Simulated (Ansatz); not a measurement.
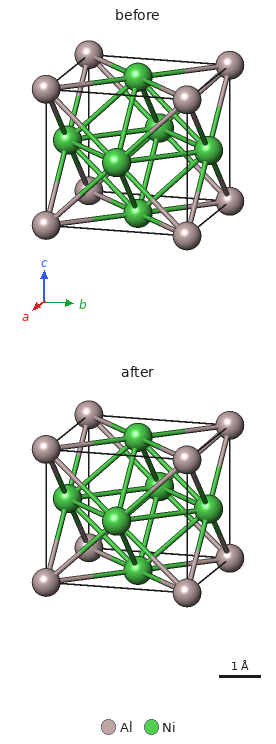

The structure of crystalline AlNi3 (set up in P4/mmm) before (top) and after (bottom) a relaxation, at one scale.

A ball-and-stick model of the cell of the calculation, seen slightly off an axis.

Case: biaxial strain in the a-b plane of +3.0 %; c and atoms relaxed.

These are results of Ansatz 0.2.0, DFT PBEsol, scalar-relativistic, plane waves, PAW, not measurements. (plane-wave cutoff 420 eV; k-point mesh 14 × 14 × 14; occupations gaussian; smearing width 0.1 eV; collinear spin; cell relaxed at fixed a, b, gamma; force threshold 0.008 eV/Å; at most 40 steps)

Describe what moved and what it gained.

Answer. The energy falls by 4.1 meV per atom in 3 accepted moves (4 points after the start). All forces vanish by symmetry, so only the cell relaxes. Pressure: −7.52 GPa at the start and −3.37 GPa at the end. The SCF was repeated once at an unchanged geometry on a basis and grid sized afresh for the cell, which shifted the energy by 0.1 meV per atom at most. The atoms keep their places relative to the cell (all moves are under 0.005 Å). The volume changes by −2.3 %, with a = b unchanged at 3.625 Å, c 3.456 → 3.377 Å (−2.3 %). Near-neighbour distances that change, for instance: Al–Ni 2.504 → 2.477 Å, Ni–Ni 2.504 → 2.477 Å. The space group stays P4/mmm (No. 123). The run took 3.6 min on 1 thread of Intel(R) Xeon(R) Platinum 8559C (Emerald Rapids), on a shared host, peak memory 0.92 GiB.
